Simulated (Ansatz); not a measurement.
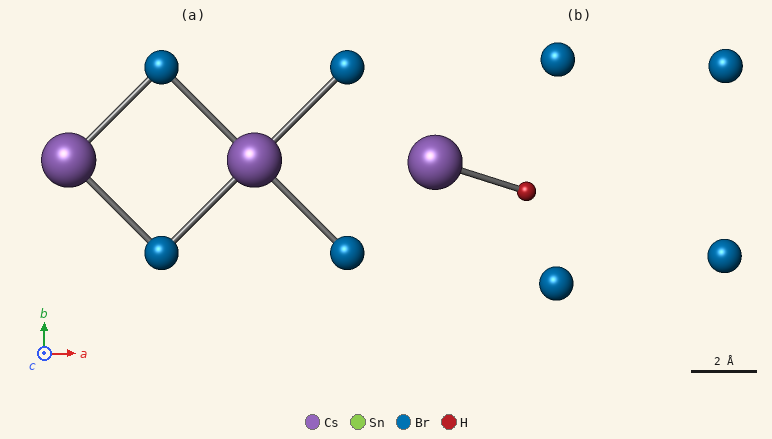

Left: perfect CsSnBr$_{3}$. Right: the same region with a pair of point defects, after relaxing the atoms in a supercell of 40 sites. The picture is a ball-and-stick view of the atoms within 5.4 Å of one point, in a slice 5.0 Å thick across the line of sight, seen along the c axis.

The calculation used DFT, PBEsol, PAW, plane waves (Ansatz 0.2.0). (plane-wave cutoff 420 eV; k-point mesh 1 × 1 × 1; mesh shifted by (0.25, 0.25, 0.25); no spin polarisation) Fermi-Dirac smearing of 0.01 eV. A uniform background neutralises the charged cell. The axes drawn are those of the host's conventional cell.

Q: Which defect is it?

A: A caesium atom is taken out (a vacancy) and an extra hydrogen atom is put between the host's atoms (an interstitial), the two sites 2.9 Å apart.

The charge state of the cell is −2.

Q: What does the relaxation do around it?

A: Around the empty Cs site the host had ; after relaxation the nearest atoms are 1 H at 3.77 Å, 2 Br at 3.93 to 3.95 Å. The H atom starts with 4 Br at 2.87 to 2.88 Å, 2 Cs at 2.87 to 2.88 Å around its place and ends with 1 Sn at 1.83 Å. Of the host's atoms, a bromine atom moves furthest from its site, by 1.00 Å. The H atom itself moves 1.47 Å from where it was put.

Limits of the set-up: the cell is charged, on a uniform background, and energies carry no finite-size correction.
